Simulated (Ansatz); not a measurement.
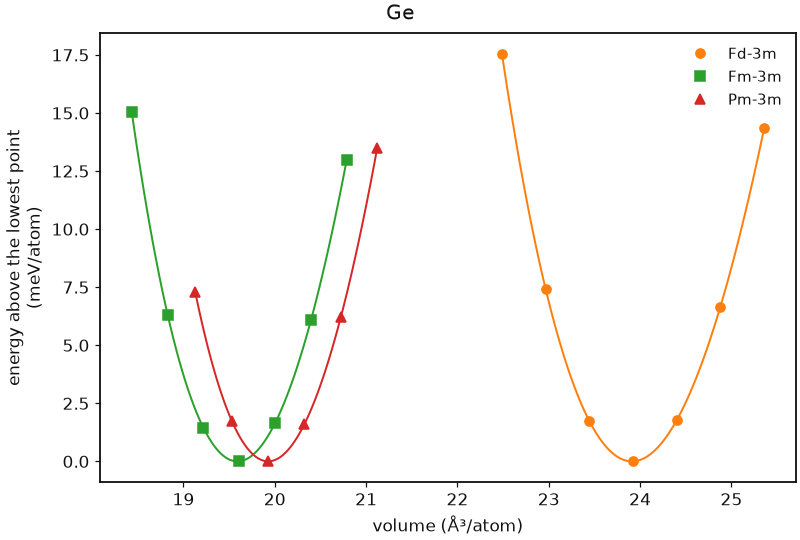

Figure. Energy above the lowest point against volume, with one curve for each structure, for Ge. Each energy curve has its own zero, so the curves don't rank the structures.

Settings that differ: Fd-3m: k mesh 33×33×33, atoms in cell 2, lattice centring face-centred primitive, space group number 227, structure type diamond; Fm-3m: k mesh 22×22×22, atoms in cell 1, lattice centring face-centred primitive, space group number 225, structure type fcc; Pm-3m: k mesh 40×40×40, atoms in cell 1, lattice centring simple cubic, space group number 221, structure type simple cubic.

The fitted equilibrium volumes, smallest first, are Fm-3m 19.59, Pm-3m 19.93, Fd-3m 23.91 Å³/atom. The fitted bulk moduli, smallest first, are Fd-3m 58.8, Fm-3m 63.3, Pm-3m 67.5 GPa.

Computed with Ansatz 0.2.0 development build: equation of state of a cubic crystal from periodic Kohn-Sham density functional theory without spin, third-order Birch-Murnaghan fit to the free energies; pressure corrected for the finite basis. Level: PBE.

- occupation method: Fermi–Dirac
- occupation width: 0.06123 eV
- wave cutoff: 420 eV
- datasets: soft-1 PAW
- density tolerance: 1e−07 eV
- density cutoff ratio: 4
- search for lower states: default

Keep in mind: cubic model structure, not the ambient form (Fm-3m, Pm-3m).

One of the inputs:
```
crystal:
  lattice:
    - [0.0, 2.140377040737, 2.140377040737]
    - [2.140377040737, 0.0, 2.140377040737]
    - [2.140377040737, 2.140377040737, 0.0]
  atoms:
    - { symbol: Ge, position: [0, 0, 0] }
kpoints:
  mp_grid: { grid: [22, 22, 22] }
hamiltonian:
  xc: pbe
  pseudopotentials: { kind: paw }
scf:
  occupations: { method: fermi_dirac, width: 0.061225619053 }
output:
  forces: true
  stress: true
```

Command:
```bash
ansatz run input.yaml --threads 1
```
